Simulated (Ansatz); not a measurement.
Geometry relaxation of Ge

- system: Ge (Im-3m, 1 atom in the cell)
- method: DFT, LDA, PAW with Ansatz's default frozen-core files, scalar-relativistic, no spin polarisation (Ansatz 0.2.0)

The structure was built on a prototype by a generator; it need not be a known phase. It belongs to a series of runs on one base structure; here: cell relaxed at zero pressure. Figures and captions count atoms from 1; the log counts them from 0 in places.

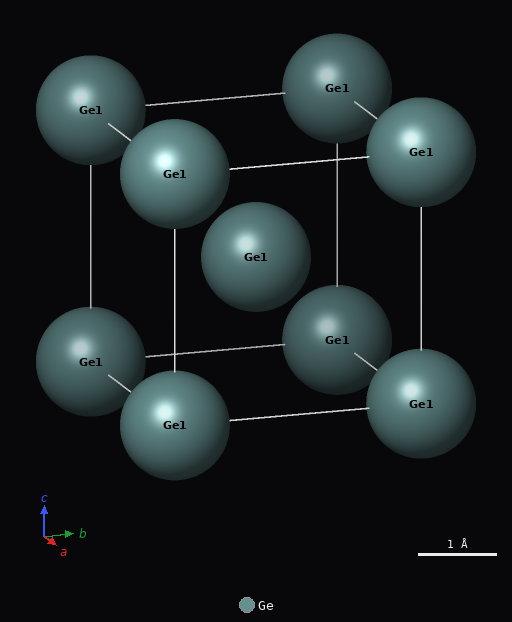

Figure 1. The structure as given in the input (spheres-only view of the cell 2 times as large as that of the calculation, set on its symmetry axes, seen slightly off an axis; atoms are numbered from 1 in the order of the input). An atom can appear more than once, as a periodic image.

The input:
```yaml
crystal:
  lattice:
    - [-1.6809877034, 1.6809877034, 1.6809877034]
    - [1.6809877034, -1.6809877034, 1.6809877034]
    - [1.6809877034, 1.6809877034, -1.6809877034]
  atoms:
    - { symbol: Ge, position: [0.0, 0.0, 0.0] }
kpoints:
  mp_grid: { grid: [19, 19, 19] }
scf:
  occupations: { method: fermi_dirac, width: 0.08 }
hamiltonian:
  xc: lda
  pseudopotentials: { kind: paw }
output:
  forces: true
  stress: true
  write_density: true
  write_potential: true
  elf: true
  volumetric_format: npy
relax:
  f_tol: 0.005
  max_steps: 40
  cell: {}
```

Machine: 1 thread of Arm Neoverse V1, 24 GiB of memory available, shared host.

Launch command:
```bash
ansatz run input.yaml --threads 1 --pin off --max-ram 3584MiB --backend cpu --events-out ev --progress --plain --runs-dir out
```

Output:
```
Engine: ansatz 0.2.0, aarch64-unknown-linux-gnu
Pseudopotentials: kind: paw
Pseudopotential: Ge, paw, valence charge 14, recommended cutoff 420 eV (normal), Ge.paw.azcp
Functional definition: SPW92
  exchange = slater_x
  correlation = pw_c
Crystal: 1 atoms, lattice volume = 19.000 Å³
Basis set: ecut = 420 eV, 369 PW (Γ)
Bands: 11, of which v1, the nominal top of the filled ones, is band 7 counted from 1 (6 counted from 0)
Symmetry: 48 space group operations
Space group: Im-3m (ITA 229), of the structure as read, at distance tolerance 2.7e-5 Å
k-points: 220 of 6859
Non-local potential: Ge, projectors of the file, l = 0: 2, l = 1: 2, l = 2: 3, l = 3: 1
PAW form: soft (Blöchl's): semilocal exchange-correlation on the pseudo side does not see the compensation charge
PAW frozen core: Ge, regenerated for the run's functional, and the local potential with it (the file was generated under x = pbe(κ = 0.804, μ = 0.2195149727645171), c = pbe(β = 0.06672455060314922))
PAW one-centre angular grid: Ge, 590 points (default); XC on 64 Gauss nodes
Initial density: superposition of atomic densities (neutral atoms: chi_scale 0, normalization atom), corrected by the library's trained network
Initial wavefunctions: pseudopotential atomic-orbital guess
Functional: x = slater, c = lda
SCF iter   1: F=—  HF=-4215.401011 eV  |F-HF|=—  |Δ(HF+E_count)|=         —  Δρ=4.78e-3  dr2=2.24e-3  ethr=1.77e-3  ⟨swp⟩=5.2  Hψ=13579  notcnv=0
preconditioner: auto → none  [metal: Δε(μ)=0.032 eV  Ē_g=27.095 eV  σ=0.080 eV  W_gap=0.10  n_scr=0 (ndim 8)  ℏωp=31.9 eV  f_vac=0.000  D(μ)=0.45/eV (n_scr^D=0)]
SCF iter   2: F=—  HF=-4215.399786 eV  |F-HF|=—  |Δ(HF+E_count)|=   1.23e-3  Δρ=1.95e-3  dr2=4.01e-4  ethr=1.60e-5  ⟨swp⟩=2.0  Hψ=5454  notcnv=0
SCF iter   3: F=—  HF=-4215.399626 eV  |F-HF|=—  |Δ(HF+E_count)|=   1.60e-4  Δρ=2.22e-4  dr2=3.06e-6  ethr=2.87e-6  ⟨swp⟩=2.1  Hψ=2753  notcnv=0
SCF iter   4: F=—  HF=-4215.399624 eV  |F-HF|=—  |Δ(HF+E_count)|=   1.39e-6  Δρ=2.10e-5  dr2=3.38e-8  ethr=2.19e-8  ⟨swp⟩=2.0  Hψ=3640  notcnv=0
iter 5 did not close the SCF: its close was put off for the readings that it lacked (scf_convergence_deferred on its scf_iter line)
SCF iter   5: F=-4215.399624 eV  HF=-4215.399624 eV  |F-HF|=1.55e-8  |Δ(HF+E_count)|=   5.21e-8  Δρ=9.50e-6  dr2=1.07e-8  ethr=2.42e-10  ⟨swp⟩=2.0  Hψ=3962  notcnv=0
SCF iter   6: F=-4215.399624 eV  HF=-4215.399624 eV  |F-HF|=2.09e-10  |Δ(HF+E_count)|=   6.84e-9  Δρ=1.24e-6  dr2=1.58e-10  ethr=7.63e-11  ⟨swp⟩=4.0  Hψ=10808  notcnv=0
SCF 1 converged in 6 iterations: F = -4215.399624 eV  dr2 = 1.58e-10
  greatest PAW one-centre occupation: 0.998 electrons in one spin orbital (limit 2), on the Ge atom at site 0 (counted from 0), in its partial waves of l = 2
relax step   1: F+E_penalty+E_count = -4215.39962442 eV  Δ(F+E_penalty+E_count) = +0.000e0 eV  max|allowed force component| = 0.000e0 eV/Å  Δτ_max = 0.0000 Å  P = -4.205 GPa  Ω = 19.000 Å³  (6 SCF iters, dr2 threshold 1.00e-7 eV, accepted)
Crystal: 1 atoms, lattice volume = 17.457 Å³
Basis set: ecut = 420 eV, 321 PW (Γ)
Initial density: handed on by an earlier stage of this run
Initial wavefunctions: those handed on with the density
iter 1 solved again at ethr=1.79e-6 eV; its pass at ethr=3.10e-3 eV (dr2=2.51e-4 eV) is discarded
SCF iter   1: F=—  HF=-4215.413425 eV  |F-HF|=—  |Δ(HF+E_count)|=         —  Δρ=1.68e-3  dr2=2.58e-4  ethr=1.79e-6  ⟨swp⟩=1.9  Hψ=19501  notcnv=0
preconditioner: auto → none  [metal: Δε(μ)=0.047 eV  Ē_g=27.605 eV  σ=0.080 eV  W_gap=0.14  n_scr=0 (ndim 8)  ℏωp=33.3 eV  f_vac=0.000  D(μ)=0.41/eV (n_scr^D=0)]
SCF iter   2: F=—  HF=-4215.413475 eV  |F-HF|=—  |Δ(HF+E_count)|=   5.03e-5  Δρ=8.61e-4  dr2=4.96e-5  ethr=1.79e-6  ⟨swp⟩=2.0  Hψ=3726  notcnv=0
SCF iter   3: F=—  HF=-4215.413515 eV  |F-HF|=—  |Δ(HF+E_count)|=   3.98e-5  Δρ=1.24e-4  dr2=1.69e-6  ethr=3.54e-7  ⟨swp⟩=2.0  Hψ=3520  notcnv=0
SCF iter   4: F=—  HF=-4215.413514 eV  |F-HF|=—  |Δ(HF+E_count)|=   1.14e-6  Δρ=3.45e-5  dr2=1.47e-7  ethr=1.20e-8  ⟨swp⟩=2.0  Hψ=3965  notcnv=0
SCF iter   5: F=-4215.413514 eV  HF=-4215.413514 eV  |F-HF|=1.33e-10  |Δ(HF+E_count)|=   7.16e-8  Δρ=2.19e-6  dr2=3.30e-10  ethr=7.14e-10  ⟨swp⟩=6.1  Hψ=10054  notcnv=0
SCF 2 converged in 5 iterations: F = -4215.413514 eV  dr2 = 3.30e-10
relax step   2: F+E_penalty+E_count = -4215.41351365 eV  Δ(F+E_penalty+E_count) = -1.389e-2 eV  max|allowed force component| = 0.000e0 eV/Å  Δτ_max = 0.0000 Å  P = +1.869 GPa  Ω = 17.457 Å³  energy of the carried Pulay correction = +3.252e-4 eV  (5 SCF iters, dr2 threshold 1.00e-7 eV, accepted)
Crystal: 1 atoms, lattice volume = 17.904 Å³
iter 1 solved again at ethr=1.66e-7 eV; its pass at ethr=3.10e-3 eV (dr2=2.32e-5 eV) is discarded
SCF iter   1: F=—  HF=-4215.415672 eV  |F-HF|=—  |Δ(HF+E_count)|=         —  Δρ=5.31e-4  dr2=2.74e-5  ethr=1.66e-7  ⟨swp⟩=2.0  Hψ=19250  notcnv=0
preconditioner: auto → none  [metal: Δε(μ)=0.009 eV  Ē_g=27.488 eV  σ=0.080 eV  W_gap=0.03  n_scr=0 (ndim 8)  ℏωp=32.8 eV  f_vac=0.000  D(μ)=0.43/eV (n_scr^D=0)]
SCF iter   2: F=—  HF=-4215.415677 eV  |F-HF|=—  |Δ(HF+E_count)|=   4.33e-6  Δρ=2.70e-4  dr2=5.22e-6  ethr=1.66e-7  ⟨swp⟩=2.1  Hψ=3739  notcnv=0
SCF iter   3: F=—  HF=-4215.415681 eV  |F-HF|=—  |Δ(HF+E_count)|=   3.83e-6  Δρ=3.77e-5  dr2=1.65e-7  ethr=3.73e-8  ⟨swp⟩=2.0  Hψ=3520  notcnv=0
SCF iter   4: F=-4215.415680 eV  HF=-4215.415680 eV  |F-HF|=7.53e-9  |Δ(HF+E_count)|=   1.22e-7  Δρ=1.09e-5  dr2=1.46e-8  ethr=7.14e-10  ⟨swp⟩=7.0  Hψ=11554  notcnv=0
SCF 3 converged in 4 iterations: F = -4215.415680 eV  dr2 = 1.46e-8
relax step   3: F+E_penalty+E_count = -4215.41568039 eV  Δ(F+E_penalty+E_count) = -2.167e-3 eV  max|allowed force component| = 0.000e0 eV/Å  Δτ_max = 0.0000 Å  P = -0.200 GPa  Ω = 17.904 Å³  energy of the carried Pulay correction = +2.281e-4 eV  (4 SCF iters, dr2 threshold 1.00e-7 eV, accepted)
Crystal: 1 atoms, lattice volume = 17.860 Å³
iter 1 solved again at ethr=1.50e-9 eV; its pass at ethr=3.10e-3 eV (dr2=2.10e-7 eV) is discarded
SCF iter   1: F=—  HF=-4215.415719 eV  |F-HF|=—  |Δ(HF+E_count)|=         —  Δρ=5.34e-5  dr2=3.25e-7  ethr=1.50e-9  ⟨swp⟩=2.0  Hψ=17903  notcnv=0
preconditioner: auto → none  [metal: Δε(μ)=0.071 eV  Ē_g=27.492 eV  σ=0.080 eV  W_gap=0.21  n_scr=0 (ndim 8)  ℏωp=32.9 eV  f_vac=0.000  D(μ)=0.42/eV (n_scr^D=0)]
SCF iter   2: F=-4215.415719 eV  HF=-4215.415719 eV  |F-HF|=1.08e-8  |Δ(HF+E_count)|=   2.79e-8  Δρ=2.52e-5  dr2=5.22e-8  ethr=7.13e-10  ⟨swp⟩=5.0  Hψ=12277  notcnv=0
SCF 4 converged in 2 iterations: F = -4215.415719 eV  dr2 = 5.22e-8
relax step   4: F+E_penalty+E_count = -4215.41571860 eV  Δ(F+E_penalty+E_count) = -3.821e-5 eV  max|allowed force component| = 0.000e0 eV/Å  Δτ_max = 0.0000 Å  P = -0.008 GPa  Ω = 17.860 Å³  energy of the carried Pulay correction = +2.376e-4 eV  (2 SCF iters, dr2 threshold 9.99e-8 eV, accepted)
Initial wavefunctions: pseudopotential atomic-orbital guess (no wavefunctions were taken with the density)
iter 1 solved again at ethr=1.16e-8 eV; its pass at ethr=3.10e-3 eV (dr2=1.62e-6 eV) is discarded
SCF iter   1: F=—  HF=-4215.415462 eV  |F-HF|=—  |Δ(HF+E_count)|=         —  Δρ=5.01e-5  dr2=1.58e-7  ethr=1.16e-8  ⟨swp⟩=3.0  Hψ=19468  notcnv=0
preconditioner: auto → none  [metal: Δε(μ)=0.071 eV  Ē_g=27.493 eV  σ=0.080 eV  W_gap=0.21  n_scr=0 (ndim 8)  ℏωp=32.9 eV  f_vac=0.000  D(μ)=0.42/eV (n_scr^D=0)]
SCF iter   2: F=—  HF=-4215.415461 eV  |F-HF|=—  |Δ(HF+E_count)|=   4.69e-7  Δρ=3.99e-5  dr2=1.47e-7  ethr=1.13e-9  ⟨swp⟩=2.0  Hψ=3727  notcnv=0
SCF iter   3: F=—  HF=-4215.415461 eV  |F-HF|=—  |Δ(HF+E_count)|=   3.95e-8  Δρ=8.49e-6  dr2=4.09e-9  ethr=1.05e-9  ⟨swp⟩=2.4  Hψ=3703  notcnv=0
SCF iter   4: F=—  HF=-4215.415461 eV  |F-HF|=—  |Δ(HF+E_count)|=   5.18e-9  Δρ=1.39e-6  dr2=1.66e-10  ethr=2.92e-11  ⟨swp⟩=2.0  Hψ=3520  notcnv=0
SCF iter   5: F=-4215.415461 eV  HF=-4215.415461 eV  |F-HF|=0.00e0  |Δ(HF+E_count)|=  1.18e-11  Δρ=4.36e-8  dr2=6.10e-14  ethr=1.00e-12  ⟨swp⟩=4.0  Hψ=9203  notcnv=0
SCF 5 converged in 5 iterations: F = -4215.415461 eV  dr2 = 6.10e-14
relax step   5: F+E_penalty+E_count = -4215.41546133 eV  Δ(F+E_penalty+E_count) = +2.573e-4 eV  max|allowed force component| = 0.000e0 eV/Å  Δτ_max = 0.0000 Å  P = -0.000 GPa  Ω = 17.860 Å³  stress off target by 8.65e-5 GPa  SCF on the basis re-selected at this cell (its energy is not comparable with the rows above)  (5 SCF iters)
```

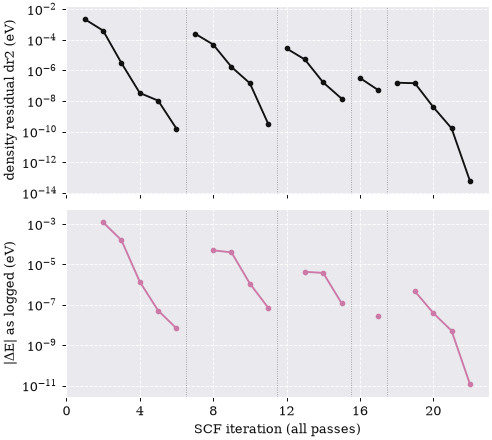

Figure 2. Convergence of the self-consistent field: density residual dr2 and size of the energy change against the SCF iteration. The dotted lines part the SCF passes of the relaxation: geometry steps, rejected trials and re-solves on a re-selected basis. The 5 passes take 2 to 6 iterations each, 22 in all.

```
basis re-selected at this cell: Δ(F+E_penalty+E_count) = +2.573e-4 eV, ΔP = +0.007 GPa vs the last step (what re-selecting the basis moved, of the pressure what is left beyond the Pulay correction that the steps carried, after the strain that the cell walked since its last selection, with what the two solves' SCF thresholds leave and, on support functions, any second-order correction that the steps lacked; it is no measure of the basis error at this ecutwfc). This SCF's stress stands 8.65e-5 GPa from its target on what of the cell is left free (relax.cell.stress_tol is 5.00e-2 GPa) and its largest allowed force component is 0.00e0 eV/Å (relax.f_tol is 5.00e-3 eV/Å): within both
SCF converged after 5 iterations
Free energy (F): -4215.415461 eV
Harris-Foulkes:  -4215.415461 eV  (|F-HF|=0.00e0)
Internal energy: -4215.406330 eV  (E = F + TS)
E sigma→0 (E₀):  -4215.410896 eV
Entropy (-TS):   -0.009131 eV (-9.131 meV/atom)
Fermi energy:    11.587503 eV
--- Per-component energies (eV) ---
  E_band       = -107.364002
  E_kinetic    = 111.598897
  E_local      = -2087.426457  (includes V_loc(G=0)·N_el)
  E_nonlocal   = 418.179777
  E_hartree    = 913.090759
  E_xc         = -75.794592
  E_vxc        = -65.774001  (∫ρ·V_xc dr)
  E_paw        = -1937.589036  (= ΣΔE_a)
  E_vpaw       = -310.124046  (= ΣTr[D̂ρ^β])
  E_aug_tail   = 0.000315  (compensation charges beyond the density's cutoff)
  E_ewald      = -1559.374321
  E_core_change = 1.908326  (= ΣΔE_core)
  E_smearing   = -0.009131  (= −TS)
  E_closure    = -0.000000  (closes the sum)
  Σ components = -4215.415461   (vs F -4215.415461, Δ=0.00e0)
--- Forces (eV/Å), atoms counted from 1 ---
  atom   1  Ge    -0.00000000     0.00000000    -0.00000000
  max |Σ_I F_I| component: 1.56e-31 eV/Å
--- Stress (GPa, compression-positive) ---
       -0.000087       0.000000      -0.000000
        0.000000      -0.000087      -0.000000
       -0.000000       0.000000      -0.000087
  P = ⅓ Tr σ = -0.0001 GPa (-0.001 kbar)
--- Band table (eV; the first three rows and the last of 220) ---
  k-point 0: bands = ["-13.2315", "-13.2315", "-13.2315", "-13.1303", "-13.1303", "-2.0244", "21.1942", "21.1942", "21.1942", "26.9228", "26.9228"]
  k-point 1: bands = ["-13.2325", "-13.2302", "-13.2272", "-13.1314", "-13.1304", "-1.9481", "20.5690", "20.8854", "21.1141", "26.3318", "26.4448"]
  k-point 2: bands = ["-13.2353", "-13.2267", "-13.2147", "-13.1343", "-13.1306", "-1.7193", "19.0308", "20.1619", "20.8813", "25.3539", "25.3580"]
  k-point 219: bands = ["-13.2538", "-13.2528", "-13.0857", "-13.0857", "-13.0853", "8.8883", "11.1258", "11.1258", "11.1744", "16.0846", "16.3711"]
--- Relaxed structure (4 steps of the walk, 4 accepted, 1 SCFs on fresh bases) ---
  F+E_penalty+E_count = -4215.41546133 eV   max|allowed force component| = 0.000e0 eV/Å   (the final SCF, on the basis selected at the relaxed cell)
  cell:  # Å, volume = 17.8600 Å³
    - [-1.6466732001785795, 1.6466732001785795, 1.6466732001785795]
    - [1.6466732001785795, -1.6466732001785795, 1.6466732001785795]
    - [1.6466732001785795, 1.6466732001785795, -1.6466732001785795]
  atoms:
    - { symbol: Ge, position: [0.0, 0.0, 0.0] }
```

File v_z.tsv:
```
# z_ang	v_es[eV]	v_tot[eV]
# format = ansatz-planar-average/11
# xc	lda
# density_cutoff_ev	1680
# datasets	Ge=:simpson_from_first_knot:soft:shift=-2816765
# lattice	-1.646673200	1.646673200	1.646673200
# lattice	1.646673200	-1.646673200	1.646673200
# lattice	1.646673200	1.646673200	-1.646673200
# sites	1
# site	32	0.000000000	0.000000000	0.000000000
0.000000	-5.131027e-1	-1.312474e1
0.142606	-2.302830e-1	-1.276701e1
0.285212	5.888417e-1	-1.171522e1
0.427818	1.861581e0	-1.005404e1
0.570424	3.476403e0	-7.939908e0
0.713030	5.338533e0	-5.546542e0
0.855636	7.340699e0	-3.054511e0
0.998243	9.245821e0	-7.393763e-1
1.140849	1.069024e1	1.017986e0
1.283455	1.147467e1	1.999066e0
1.426061	1.170472e1	2.295584e0
1.568667	1.147467e1	1.999066e0
1.711273	1.069024e1	1.017986e0
1.853879	9.245821e0	-7.393763e-1
1.996485	7.340699e0	-3.054511e0
2.139091	5.338533e0	-5.546542e0
2.281697	3.476403e0	-7.939908e0
2.424303	1.861581e0	-1.005404e1
2.566909	5.888417e-1	-1.171522e1
2.709516	-2.302830e-1	-1.276701e1
```

Trajectory as extended XYZ (Å, eV, eV/Å), 5 frames, from step=1 to step=5:
```
1
Lattice="-1.6810 1.6810 1.6810 1.6810 -1.6810 1.6810 1.6810 1.6810 -1.6810" Properties=species:S:1:pos:R:3:forces:R:3 step=1 energy=-4215.39962 pressure_GPa=-4.20
Ge    0.0000    0.0000    0.0000    0.0000   0.0000   0.0000
1
Lattice="-1.6342 1.6342 1.6342 1.6342 -1.6342 1.6342 1.6342 1.6342 -1.6342" Properties=species:S:1:pos:R:3:forces:R:3 step=2 energy=-4215.41351 pressure_GPa=1.87
Ge    0.0000    0.0000    0.0000    0.0000   0.0000   0.0000
1
Lattice="-1.6480 1.6480 1.6480 1.6480 -1.6480 1.6480 1.6480 1.6480 -1.6480" Properties=species:S:1:pos:R:3:forces:R:3 step=3 energy=-4215.41568 pressure_GPa=-0.20
Ge    0.0000    0.0000    0.0000    0.0000   0.0000   0.0000
1
Lattice="-1.6467 1.6467 1.6467 1.6467 -1.6467 1.6467 1.6467 1.6467 -1.6467" Properties=species:S:1:pos:R:3:forces:R:3 step=4 energy=-4215.41572 pressure_GPa=-0.01
Ge    0.0000    0.0000    0.0000    0.0000   0.0000   0.0000
1
Lattice="-1.6467 1.6467 1.6467 1.6467 -1.6467 1.6467 1.6467 1.6467 -1.6467" Properties=species:S:1:pos:R:3:forces:R:3 step=5 energy=-4215.41546 pressure_GPa=-0.00
Ge    0.0000    0.0000    0.0000    0.0000   0.0000   0.0000
```

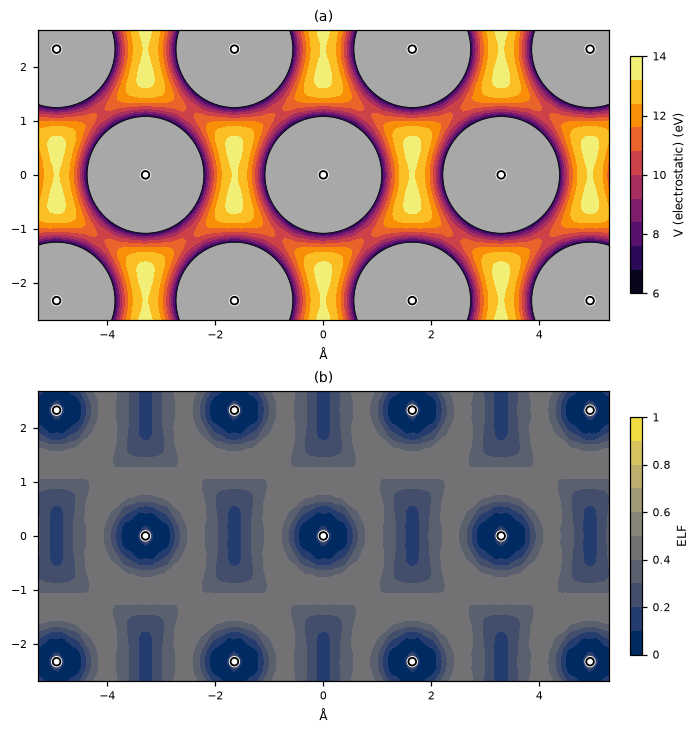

Figure 3. (a) electrostatic potential energy of an electron; (b) ELF on the (110) plane of the conventional cell. Circles mark the nuclei in the plane (Ge). Grey discs, where drawn, cover atomic cores. Ge–Ge (2.85 Å): the ELF is about 0.40 at the midpoint, as expected for metallic bonding. Outside the cores the potential energy rises away from the atoms and is highest about 1.7 Å from the nearest atoms; outside the discs it spans about 7 eV, and its zero is arbitrary. In a PAW calculation such maps are meaningful between the atoms, not at the nuclei.

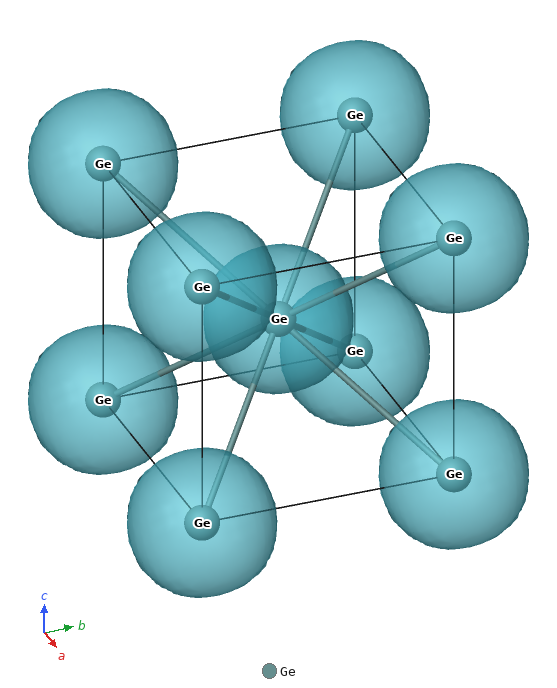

Figure 4. Isosurface of the valence electron density at 0.5 e/Å³ (cyan), seen at an oblique angle. Sticks mark near contacts. The outline is the cell set on symmetry axes. At this value the density breaks into separate islands; it holds about 75 % of the electrons treated as valence (semicore included). It is pinched off along the Ge–Ge (2.85 Å) contacts. On the grid the lowest density along these lines, outside the cores, is 0.24 e/Å³ (Ge–Ge, 2.85 Å).

Summary:

| quantity | value |
| --- | --- |
| outcome | converged |
| space group (tolerance 0.01 Å) | Im-3m (229) |
| electrons treated | 14 |
| free energy | −4215.4155 eV |
| Fermi energy | 11.588 eV |
| pressure | 0.00 GPa |
| final volume | 17.86 Å³ |
| largest force (length of the vector) at the end | under 0.001 eV/Å |
| final cell | a = 2.852 Å, b = 2.852 Å, c = 2.852 Å, α = 109.47°, β = 109.47°, γ = 109.47° |
| wall time | 12 s |
| peak memory | 0.33 GiB |
